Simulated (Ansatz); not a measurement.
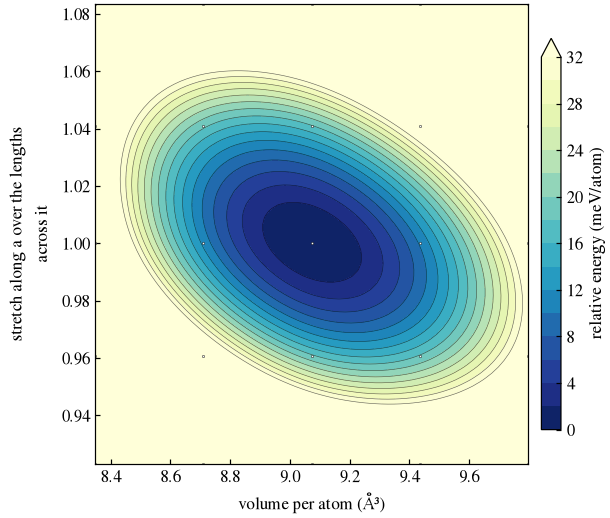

BN (Fmm2, No. 42; 2 atoms in the cell). The energy is mapped over volume and the cell's shape. First axis: volume per atom. Second axis: stretch along a over the lengths across it, relative to the relaxed cell. Relaxed at each point: the atoms inside the fixed cell. Grid: 5 × 5 points. Points are written as (first, second). All energies are given in meV/atom relative to the lowest grid point. The calculation used Ansatz, DFT PBE+D3(BJ), scalar-relativistic, plane waves, PAW. Settings: cutoff 520 eV, k-mesh 12×12×12, gaussian smearing 0.05 eV, no spin polarisation.

Drawn: filled contours, dots at the grid points, one colour for all values above the top of the scale. Between grid points the surface is interpolated.

> Where is the minimum, and how stiff is the well along each coordinate?

The interpolated minimum is at volume per atom ≈ 9.07 Å³, the second coordinate ≈ 1.000. The curvatures there are about 0.33 eV/(Å³)² and 45 eV, with a cross term of about 1.5 eV/Å³ (per cell of 2 atoms). Round the minimum the valley is somewhat tilted: raising volume per atom shifts the best value of the second coordinate downwards (coupling k₁₂/√(k₁₁k₂₂) about 0.4).

PAW datasets: the set soft_1.
